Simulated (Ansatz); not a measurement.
# Pd(100) / 1 layer Au(100) / Pd(100): resistance against film thickness, part 2 of 2

Wanted: interface resistance and thickness dependence for Pd(100) / 1 layer Au(100) / Pd(100).

Ansatz 0.2.0; Ansatz plane-wave DFT, PBEsol, PAW files; ballistic transport by layer matching (Landauer), zero bias.

So far. Step 2 (With 1 layer): The lead's potential steps by 7 meV from period to period, small in itself. The program estimates the junction's conductance to 4.3 % from the k-mesh, 8.1 % from the leads' distance from neutral and 5.1 % from their steps. Step 3 (With 3 layers, k-mesh 14×14×2, film layers 3): The conductance of the junction is 5.7e14 S/m², 32 % under the 8.3e14 S/m² of the last finished run.

## 4. With 5 layers, k-mesh 14×14×1, film layers 5

The stack now holds 5 film layers; the k-mesh follows the cell, and the energies span -0.27 to 0.27 eV.

System of this step: Pd(100) / 5 layers Au(100) / Pd(100). The cell holds 13 atoms: 8 Pd and 5 Au. Its edges and angles: a = 2.751 Å, b = 2.751 Å, c = 26.837 Å, α = 87.1°, β = 87.1°, γ = 90.0°. It derives from Pd and Au. Regions: lead, 8 atoms (8 Pd); films, 5 atoms (5 Au). The structure is stacked along c, and the current runs across the ab planes.

input.yaml reads:

```yaml
crystal:
  lattice:
    - [2.7505039575, 0.0, 0.0]
    - [0.0, 2.7505039575, 0.0]
    - [1.3752519787, 1.3752519787, 26.766654884]
  atoms:
    - { symbol: Pd, position: [0.9818346744, 0.9818346744, 0.0363306511] }
    - { symbol: Pd, position: [0.4455040233, 0.4455040233, 0.1089919533] }
    - { symbol: Pd, position: [0.9091733722, 0.9091733722, 0.1816532556] }
    - { symbol: Pd, position: [0.3728427211, 0.3728427211, 0.2543145578] }
    - { symbol: Au, position: [0.8337419164, 0.8337419164, 0.3325161671] }
    - { symbol: Au, position: [0.2918709582, 0.2918709582, 0.4162580836] }
    - { symbol: Au, position: [0.75, 0.75, 0.5] }
    - { symbol: Au, position: [0.2081290418, 0.2081290418, 0.5837419164] }
    - { symbol: Au, position: [0.6662580836, 0.6662580836, 0.6674838329] }
    - { symbol: Pd, position: [0.1271572789, 0.1271572789, 0.7456854422] }
    - { symbol: Pd, position: [0.5908266278, 0.5908266278, 0.8183467444] }
    - { symbol: Pd, position: [0.0544959767, 0.0544959767, 0.8910080467] }
    - { symbol: Pd, position: [0.5181653256, 0.5181653256, 0.9636693489] }
kpoints:
  mp_grid: { grid: [14, 14, 1] }
hamiltonian:
  xc: pbesol
scf:
  occupations: { method: fermi_dirac, width: 0.1 }
output:
  transmission:
    leads: [[0, 1]]
    kmesh: [26, 26]
    e_range: [-0.27, 0.27]
    de: 0.036
  write_potential: true
  write_density: true
  volumetric_format: npy
```

On the command line:

```bash
> ansatz run input.yaml --threads 4 --pin off --max-ram 8192MiB --backend cpu --events-out ev --progress --plain --runs-dir out
```

Numbers of over 12 decimals in the logs are rounded to 6 here.

What it wrote:

```text
[...]
Crystal: 13 atoms, lattice volume = 202.497 Å³
Basis set: ecut = 420 eV, 4061 PW (Γ)
Bands: 144, of which v1, the nominal top of the filled ones, is band 120 counted from 1 (119 counted from 0)
Symmetry: 4 space group operations
k-points: 57 of 196
[...]
--- Transmission ---
  basis      : 69 plane waves across, 42 finite elements along
  points     : 183, standing for a mesh of 26 x 26
[...]
filled         : 31.9 meV over the level at which it is neutral
    channels       : 1.421598e0 a spin
[...]
slowest decay  : 0.0248 /Å at (0.5000, 0.1923)
  junction   : crystal 0 to crystal 0, 0.70 to 25.52 Å
    transmission   : 5.438513e-1 a spin
[...]
resistance     : 1.1537e-3 Ω µm² beyond half of each lead's own
[key lines of the parts left out:]
SCF converged after 10 iterations
Free energy (F): -120288.991867 eV
Fermi energy:    20.037249 eV
```

It took 2.3 min on 4 threads of Intel Xeon Platinum 8488C (Sapphire Rapids), shared host; peak memory 1.6 GiB.

Numbers from this step:

```
free energy                                                                : -120288.9919 eV
energy at zero smearing                                                    : -120288.7279 eV
Fermi energy                                                               : 20.04 eV
step of the lead's potential                                               : 10.3 meV
estimated errors of the lead's conductance                                 : 0, 4.3, 12.8 % (band edges, k-mesh, distance from neutral)
lead conductance per cell                                                  : 1.564 G₀
conductance of the junction                                                : 5.63e14 S/m²
junction conductance per cell                                              : 0.5493 G₀
estimated errors of the junction's conductance                             : 0.2, 0, 6.1, 1.9, 1.3 % (energy step, band edges, k-mesh, leads' steps, distance from neutral)
area resistance that the stack adds (contact term taken off, spin by spin) : 1.154 fΩ m²
```

Per spin. Transmission, zone mean against energy, zero at the Fermi level:

```tsv
energy (eV)	transmission, zone mean
-0.270	0.687
-0.234	0.695
-0.198	0.669
-0.162	0.622
-0.126	0.603
-0.090	0.587
-0.054	0.559
-0.018	0.540
0.018	0.544
0.054	0.548
0.090	0.549
0.126	0.549
0.162	0.548
0.198	0.550
0.234	0.556
0.270	0.556
```

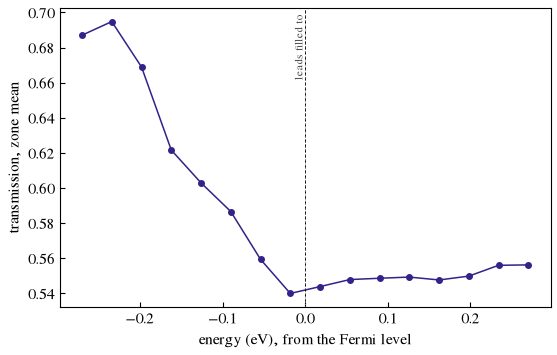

Transmission, zone mean, plotted against energy.

The conductance of the junction is 5.6e14 S/m², 1.1 % under the 5.7e14 S/m² of the last finished run, within the error estimates, leads' steps apart, of 6.1 and 6.1 %.

## 5. With 7 layers, k-mesh 14×14×1, film layers 7

The stack now holds 7 film layers; the k-mesh follows the cell, and the energies span -0.27 to 0.27 eV.

System of this step: Pd(100) / 7 layers Au(100) / Pd(100). The cell holds 15 atoms: 8 Pd and 7 Au. Cell: a = 2.751 Å, b = 2.751 Å, c = 31.310 Å, α = 87.5°, β = 87.5°, γ = 90.0°. It derives from Pd and Au. Regions: lead, 8 atoms (8 Pd); films, 7 atoms (7 Au). The structure is stacked along c, and the current runs across the ab planes.

input.yaml reads:

```yaml
crystal:
  lattice:
    - [2.7505039575, 0.0, 0.0]
    - [0.0, 2.7505039575, 0.0]
    - [1.3752519787, 1.3752519787, 31.2496368376]
  atoms:
    - { symbol: Pd, position: [0.9844406192, 0.9844406192, 0.0311187616] }
    - { symbol: Pd, position: [0.4533218575, 0.4533218575, 0.0933562849] }
    - { symbol: Pd, position: [0.9222030959, 0.9222030959, 0.1555938082] }
    - { symbol: Pd, position: [0.3910843343, 0.3910843343, 0.2178313315] }
    - { symbol: Au, position: [0.8575928172, 0.8575928172, 0.2848143655] }
    - { symbol: Au, position: [0.3217285448, 0.3217285448, 0.3565429103] }
    - { symbol: Au, position: [0.7858642724, 0.7858642724, 0.4282714552] }
    - { symbol: Au, position: [0.25, 0.25, 0.5] }
    - { symbol: Au, position: [0.7141357276, 0.7141357276, 0.5717285448] }
    - { symbol: Au, position: [0.1782714552, 0.1782714552, 0.6434570897] }
    - { symbol: Au, position: [0.6424071828, 0.6424071828, 0.7151856345] }
    - { symbol: Pd, position: [0.1089156657, 0.1089156657, 0.7821686685] }
    - { symbol: Pd, position: [0.5777969041, 0.5777969041, 0.8444061918] }
    - { symbol: Pd, position: [0.0466781425, 0.0466781425, 0.9066437151] }
    - { symbol: Pd, position: [0.5155593808, 0.5155593808, 0.9688812384] }
kpoints:
  mp_grid: { grid: [14, 14, 1] }
hamiltonian:
  xc: pbesol
scf:
  occupations: { method: fermi_dirac, width: 0.1 }
output:
  transmission:
    leads: [[0, 1]]
    kmesh: [26, 26]
    e_range: [-0.27, 0.27]
    de: 0.036
  write_potential: true
  write_density: true
  volumetric_format: npy
```

What it wrote:

```text
[...]
Crystal: 15 atoms, lattice volume = 236.412 Å³
Basis set: ecut = 420 eV, 4725 PW (Γ)
Bands: 167, of which v1, the nominal top of the filled ones, is band 139 counted from 1 (138 counted from 0)
Symmetry: 4 space group operations
k-points: 57 of 196
[...]
--- Transmission ---
  basis      : 69 plane waves across, 49 finite elements along
  points     : 183, standing for a mesh of 26 x 26
[...]
filled         : 32.1 meV over the level at which it is neutral
    channels       : 1.421598e0 a spin
[...]
slowest decay  : 0.0258 /Å at (0.4615, 0.1923)
  junction   : crystal 0 to crystal 0, 0.70 to 30.00 Å
    transmission   : 5.477853e-1 a spin
[...]
resistance     : 1.1584e-3 Ω µm² beyond half of each lead's own
[key lines of the parts left out:]
SCF converged after 11 iterations
Free energy (F): -146303.135955 eV
Fermi energy:    20.114154 eV
```

Run time: 2.5 min. Hardware: 4 threads; peak memory 2 GiB; 8.9 min of CPU time.

This step gave:

* free energy: -146303.1360 eV
* energy at zero smearing: -146302.8645 eV
* Fermi energy: 20.11 eV
* step of the lead's potential: 10.2 meV
* estimated errors of the lead's conductance: 0, 4.3, 12.9 % (band edges, k-mesh, distance from neutral)
* lead conductance per cell: 1.563 G₀
* conductance of the junction: 5.61e14 S/m²
* junction conductance per cell: 0.5477 G₀
* estimated errors of the junction's conductance: 0.3, 0, 6.5, 2, 1.7 % (energy step, band edges, k-mesh, leads' steps, distance from neutral)
* area resistance that the stack adds (contact term taken off, spin by spin): 1.158 fΩ m²

Per spin. The transmission, zone mean by energy, zero at the Fermi level:

```tsv
energy (eV)	transmission, zone mean
-0.270	0.672
-0.234	0.678
-0.198	0.660
-0.162	0.635
-0.126	0.607
-0.090	0.606
-0.054	0.562
-0.018	0.541
0.018	0.548
0.054	0.544
0.090	0.544
0.126	0.544
0.162	0.545
0.198	0.544
0.234	0.550
0.270	0.551
```

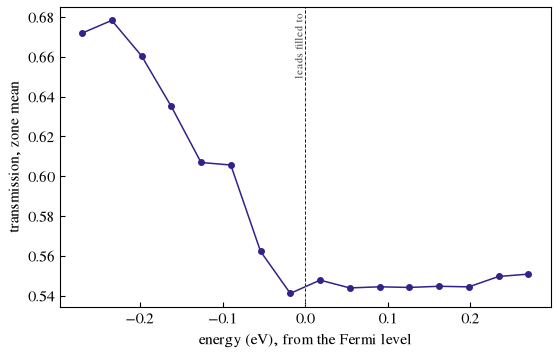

Transmission, zone mean against energy.

The conductance of the junction is 5.6e14 S/m², 0.29 % under the 5.6e14 S/m² of the last finished run, within the error estimates, leads' steps apart, of 6.1 and 6.5 %.

## 6. With 9 layers, k-mesh 14×14×1, film layers 9

The stack now holds 9 film layers; the k-mesh follows the cell, and the energies span -0.27 to 0.27 eV.

System of this step: Pd(100) / 9 layers Au(100) / Pd(100). The cell holds 17 atoms: 8 Pd and 9 Au. Cell: a = 2.751 Å, b = 2.751 Å, c = 35.786 Å, α = 87.8°, β = 87.8°, γ = 90.0°. It derives from Pd and Au. Regions: lead, 8 atoms (8 Pd); films, 9 atoms (9 Au). The structure is stacked along c, and the current runs across the ab planes.

input.yaml reads:

```yaml
crystal:
  lattice:
    - [2.7505039575, 0.0, 0.0]
    - [0.0, 2.7505039575, 0.0]
    - [1.3752519787, 1.3752519787, 35.7326187913]
  atoms:
    - { symbol: Pd, position: [0.986392685, 0.986392685, 0.02721463] }
    - { symbol: Pd, position: [0.459178055, 0.459178055, 0.0816438901] }
    - { symbol: Pd, position: [0.931963425, 0.931963425, 0.1360731501] }
    - { symbol: Pd, position: [0.4047487949, 0.4047487949, 0.1905024101] }
    - { symbol: Au, position: [0.8754590933, 0.8754590933, 0.2490818135] }
    - { symbol: Au, position: [0.34409432, 0.34409432, 0.3118113601] }
    - { symbol: Au, position: [0.8127295466, 0.8127295466, 0.3745409067] }
    - { symbol: Au, position: [0.2813647733, 0.2813647733, 0.4372704534] }
    - { symbol: Au, position: [0.75, 0.75, 0.5] }
    - { symbol: Au, position: [0.2186352267, 0.2186352267, 0.5627295466] }
    - { symbol: Au, position: [0.6872704534, 0.6872704534, 0.6254590933] }
    - { symbol: Au, position: [0.15590568, 0.15590568, 0.6881886399] }
    - { symbol: Au, position: [0.6245409067, 0.6245409067, 0.7509181865] }
    - { symbol: Pd, position: [0.0952512051, 0.0952512051, 0.8094975899] }
    - { symbol: Pd, position: [0.568036575, 0.568036575, 0.8639268499] }
    - { symbol: Pd, position: [0.040821945, 0.040821945, 0.9183561099] }
    - { symbol: Pd, position: [0.513607315, 0.513607315, 0.97278537] }
kpoints:
  mp_grid: { grid: [14, 14, 1] }
hamiltonian:
  xc: pbesol
scf:
  occupations: { method: fermi_dirac, width: 0.1 }
output:
  transmission:
    leads: [[0, 1]]
    kmesh: [26, 26]
    e_range: [-0.27, 0.27]
    de: 0.036
  write_potential: true
  write_density: true
  volumetric_format: npy
```

What it wrote:

```text
[...]
Crystal: 17 atoms, lattice volume = 270.327 Å³
Basis set: ecut = 420 eV, 5371 PW (Γ)
Bands: 189, of which v1, the nominal top of the filled ones, is band 158 counted from 1 (157 counted from 0)
Symmetry: 4 space group operations
k-points: 57 of 196
[...]
--- Transmission ---
  basis      : 69 plane waves across, 56 finite elements along
  points     : 183, standing for a mesh of 26 x 26
[...]
filled         : 32.0 meV over the level at which it is neutral
    channels       : 1.421598e0 a spin
[...]
slowest decay  : 0.0259 /Å at (0.4615, 0.1923)
  junction   : crystal 0 to crystal 0, 0.70 to 34.49 Å
    transmission   : 5.390890e-1 a spin
[...]
resistance     : 1.1518e-3 Ω µm² beyond half of each lead's own
[key lines of the parts left out:]
SCF converged after 11 iterations
Free energy (F): -172317.284665 eV
Fermi energy:    20.170544 eV
```

The job ended after 2.7 min (4 threads; peak memory 2.5 GiB; 9.7 min of CPU time).

This step gave:

```yaml
free_energy: -172317.2847 eV
energy_at_zero_smearing: -172317.0047 eV
fermi_energy: 20.17 eV
estimated_errors_of_the_lead_s_conductance: 0, 4.3, 12.8 % (band edges, k-mesh, distance from neutral)
lead_conductance_per_cell: 1.564 G₀
conductance_of_the_junction: 5.63e14 S/m²
junction_conductance_per_cell: 0.5498 G₀
estimated_errors_of_the_junction_s_conductance: 0.3, 0.1, 5.8, 2.6, 1.8 % (energy step, band edges, k-mesh, leads' steps, distance from neutral)
area_resistance_that_the_stack_adds_contact_term_taken_off_spin_by_spin: 1.152 fΩ m²
```

Per spin. Transmission, zone mean against energy, zero at the Fermi level:

```tsv
energy (eV)	transmission, zone mean
-0.270	0.678
-0.234	0.692
-0.198	0.665
-0.162	0.615
-0.126	0.598
-0.090	0.595
-0.054	0.566
-0.018	0.542
0.018	0.539
0.054	0.546
0.090	0.548
0.126	0.546
0.162	0.544
0.198	0.544
0.234	0.549
0.270	0.550
```

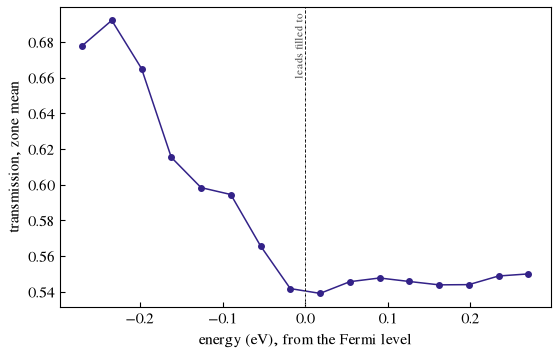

Transmission, zone mean, plotted against energy.

The conductance of the junction is 5.6e14 S/m², 0.38 % over the 5.6e14 S/m² of the last finished run, within the error estimates, leads' steps apart, of 6.5 and 5.8 %.

## 7. The ladder

Times are for 4 threads of Intel Xeon Platinum 8488C (Sapphire Rapids), shared host. The runs compared:

```tsv
no.	film layers	area resistance that the stack adds (contact term taken off, spin by spin) (fΩ m²)	conductance of the junction (S/m²)	time	memory (GiB)
1	1	0.5769	8.33e14	3 min	1.6
2	3	1.134	5.69e14	1.9 min	1.8
3	5	1.154	5.63e14	2.3 min	1.6
4	7	1.158	5.61e14	2.5 min	2.0
5	9	1.152	5.63e14	2.7 min	2.5
```

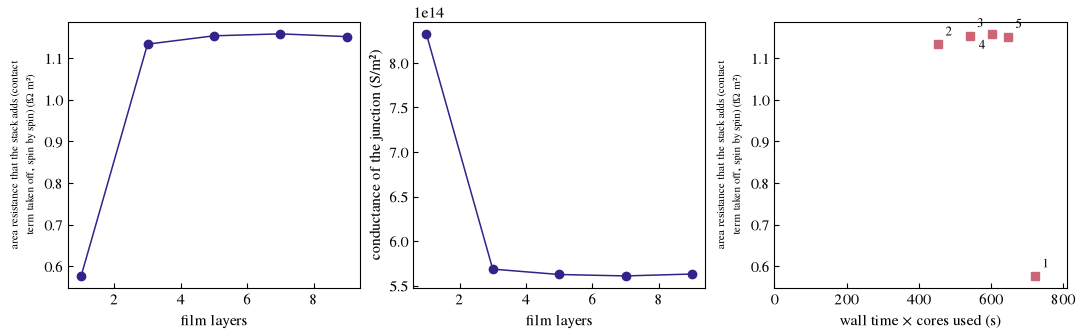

The series as plots; the last panel sets the first result against cost, with the runs numbered as in the table.

## 8. With 3 layers

This step: Ansatz plane-wave DFT, PBEsol, PAW files; ballistic transport by layer matching (Landauer), zero bias; changed: output.transmission.temperature = 900.0, output.transmission.e_range = [-3, 3], output.transmission.de = 0.1 (Ansatz 0.2.0).

System of this step: Pd(100) / 3 layers Au(100) / Pd(100). The cell holds 11 atoms: 8 Pd and 3 Au. Cell: a = 2.751 Å, b = 2.751 Å, c = 22.368 Å, α = 86.5°, β = 86.5°, γ = 90.0°. It derives from Pd and Au. Regions: lead, 8 atoms (8 Pd); films, 3 atoms (3 Au). The structure is stacked along c, and the current runs across the ab planes.

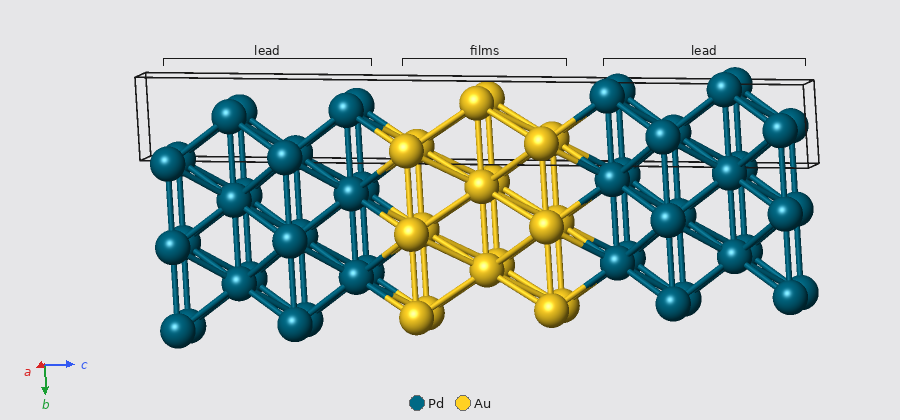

The cell of this step (palladium blue, gold yellow). 2×3×1 cells are drawn.

input.yaml reads:

```yaml
crystal:
  lattice:
    - [2.7505039575, 0.0, 0.0]
    - [0.0, 2.7505039575, 0.0]
    - [1.3752519787, 1.3752519787, 22.2836729304]
  atoms:
    - { symbol: Pd, position: [0.9781802129, 0.9781802129, 0.0436395743] }
    - { symbol: Pd, position: [0.4345406386, 0.4345406386, 0.1309187228] }
    - { symbol: Pd, position: [0.8909010643, 0.8909010643, 0.2181978714] }
    - { symbol: Pd, position: [0.34726149, 0.34726149, 0.3054770199] }
    - { symbol: Au, position: [0.8002944686, 0.8002944686, 0.3994110628] }
    - { symbol: Au, position: [0.25, 0.25, 0.5] }
    - { symbol: Au, position: [0.6997055314, 0.6997055314, 0.6005889372] }
    - { symbol: Pd, position: [0.15273851, 0.15273851, 0.6945229801] }
    - { symbol: Pd, position: [0.6090989357, 0.6090989357, 0.7818021286] }
    - { symbol: Pd, position: [0.0654593614, 0.0654593614, 0.8690812772] }
    - { symbol: Pd, position: [0.5218197871, 0.5218197871, 0.9563604257] }
kpoints:
  mp_grid: { grid: [14, 14, 2] }
hamiltonian:
  xc: pbesol
scf:
  occupations: { method: fermi_dirac, width: 0.1 }
output:
  transmission:
    leads: [[0, 1]]
    kmesh: [26, 26]
    e_range: [-3, 3]
    de: 0.1
    temperature: 900.0
  write_potential: true
  write_density: true
  volumetric_format: npy
```

What it wrote:

```text
[...]
Crystal: 11 atoms, lattice volume = 168.582 Å³
Basis set: ecut = 420 eV, 3367 PW (Γ)
Bands: 121, of which v1, the nominal top of the filled ones, is band 101 counted from 1 (100 counted from 0)
Symmetry: 4 space group operations
k-points: 114 of 392
[...]
SCF iter   1: F=—  HF=-94274.948052 eV  |F-HF|=—  |Δ(HF+E_count)|=         —  Δρ=1.72e-2  dr2=7.66e0  ethr=1.77e-3  ⟨swp⟩=5.3  Hψ=48714  notcnv=0  defer=626
[...]
SCF iter  10: F=-94274.845624 eV  HF=-94274.845624 eV  |F-HF|=7.44e-9  |Δ(HF+E_count)|=   9.02e-9  Δρ=1.38e-6  dr2=8.63e-9  ethr=4.98e-11  ⟨swp⟩=8.1  Hψ=43484  notcnv=0
SCF 1 converged in 10 iterations: F = -94274.845624 eV  dr2 = 8.63e-9
[...]
transmission: 721 of 7137 steps passed
transmission: 1431 of 7137 steps passed
[...]
transmission: 7137 of 7137 steps passed
SCF converged after 10 iterations
Free energy (F): -94274.845624 eV
[...]
Internal energy: -94274.337393 eV  (E = F + TS)
E sigma→0 (E₀):  -94274.591509 eV
Entropy (-TS):   -0.508232 eV (-46.203 meV/atom)
Fermi energy:    19.929890 eV
[...]
--- Band table (eV; the first three rows and the last of 114) ---
  k-point 0: bands = [... 97 lower, 19.3420, 19.3420, 19.4185, 19.4855, 19.6103, 19.7622, 19.8224, 19.8225, ... 16 higher]
  k-point 1: bands = [... 97 lower, 19.3774, 19.3775, 19.4181, 19.6106, 19.7620, 19.8037, 19.8038, 19.8423, ... 16 higher]
  k-point 2: bands = [... 97 lower, 19.2457, 19.3432, 19.5110, 19.5251, 19.6648, 19.7270, 19.7531, 19.9289, ... 16 higher]
  k-point 113: bands = [... 97 lower, 20.3096, 20.3096, 22.6040, 22.7754, 23.4081, 24.0031, 24.0983, 25.0435, ... 16 higher]
--- Transmission ---
  basis      : 69 plane waves across, 39 finite elements along
  points     : 183, standing for a mesh of 26 x 26
[...]
filled         : 12.2 meV over the level at which it is neutral
    channels       : 1.457101e0 a spin
[...]
slowest decay  : 0.0259 /Å at (-0.3846, 0.0769)
  junction   : crystal 0 to crystal 0, 0.70 to 21.04 Å
    transmission   : 5.471549e-1 a spin
[...]
resistance     : 1.0889e-3 Ω µm² beyond half of each lead's own
```

It took 4.8 min on 4 threads; peak memory 1.8 GiB.

Numbers from this step:

* free energy: -94274.8456 eV
* energy at zero smearing: -94274.5915 eV
* Fermi energy: 19.93 eV
* step of the lead's potential: 10.6 meV
* ballistic conductance of the lead: 1.65e15 S/m²
* estimated errors of the lead's conductance: 0, 2.7, 3 % (band edges, k-mesh, distance from neutral)
* lead conductance per cell: 1.609 G₀
* conductance of the junction: 5.90e14 S/m²
* junction conductance per cell: 0.5758 G₀
* estimated errors of the junction's conductance: 0.6, 0.4, 5, 5.7, 0.4 % (energy step, band edges, k-mesh, leads' steps, distance from neutral)
* area resistance that the stack adds (contact term taken off, spin by spin): 1.089 fΩ m²

Per spin. The transmission, zone mean by energy, zero at the Fermi level:

```tsv
energy (eV)	transmission, zone mean
-3.0000	0.603
-2.8000	0.649
-2.5000	0.880
-2.3000	0.961
-2.2000	0.970
-2.0000	0.720
-1.8000	0.738
-1.5000	0.673
-1.4000	0.687
-1.3000	0.678
-1.0000	0.671
-0.8000	0.649
-0.5000	0.710
-0.4000	0.741
-0.3000	0.701
0.0000	0.547
0.2000	0.566
0.5000	0.622
0.7000	0.649
1.0000	0.685
1.2000	0.707
1.5000	0.713
1.7000	0.719
2.0000	0.725
2.2000	0.752
2.5000	0.722
2.7000	0.712
3.0000	0.726
```

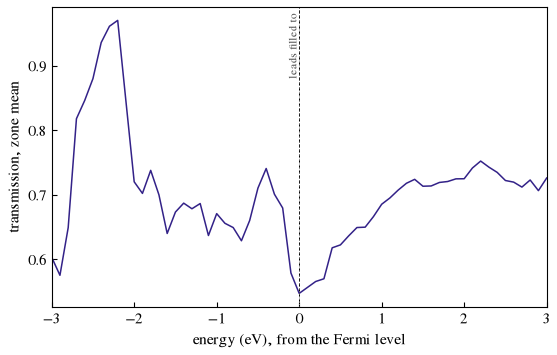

Transmission, zone mean, plotted against energy.

With the changed settings the conductance of the junction moves by 3.7 % from the earlier run's 5.7e14 S/m².

## 9. Results

| Item | Value |
| --- | --- |
| area resistance, 1 layer | 0.577 fΩ m² |
| area resistance, 3 layers | 1.13 fΩ m² |
| area resistance, 5 layers | 1.15 fΩ m² |
| area resistance, 7 layers | 1.16 fΩ m² |
| area resistance, 9 layers | 1.15 fΩ m² |

**Reading.** The stack adds 0.58 fΩ m² with 1 layer and 1.2 fΩ m² with 9. From 3 layers on no step exceeds the two runs' error estimates together, as expected where only the two interfaces scatter; half the mean, 0.57 fΩ m², is a rough coherent figure for one interface. Atoms sit on ideal sites and aren't relaxed. Spin-orbit coupling is left out, which matters for Au. The program's error estimates for the conductances, leads' steps apart, run from 5.8 to 8.1 %. Au(100) is compressed by 4.6 % in plane to fit Pd(100).

[Logs are printed without paths, hosts, clocks, repeated set-up lines and the standing remarks that a program may print on its own settings, such as how far it seeks lower states.]

[Hosts, paths, dates, database ids (printed as entryN), source tags and the programs' standing remarks are cut or masked in the printed files.]
